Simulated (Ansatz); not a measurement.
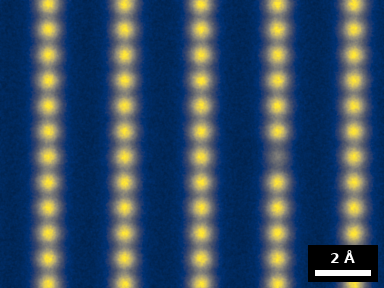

Z-contrast image of Tl (Im-3m, No. 229) along [221]. The image is simulated as a sum over atoms of Z^1.8, blurred by a 0.62 Å probe (no channelling). The probe carries 15 % of its weight in a tail 2.5 times as wide. The display is stretched by a gamma of 0.8; percentages refer to the linear signal. Shot noise was added.

The sample is 1 repeat (11.8 Å) thick. One point defect was put into the perfect crystal, without relaxing the atoms around it. Brightness is counted from the darkest point of the image. Host structure: a calculation's starting geometry; the starting structure was generated, so it need not be a known form of this composition.

Q: Where is the defect (in Å from the left and the top edge), and what does its contrast suggest?

A: At about 10 Å from the left and 6 Å from the top. The column is dimmer, which points to a vacancy or a lighter atom. The column holds 1 atom (Tl) through the sample, and one Tl atom is replaced by In, so its peak drops to about 40 % of that of its equals.
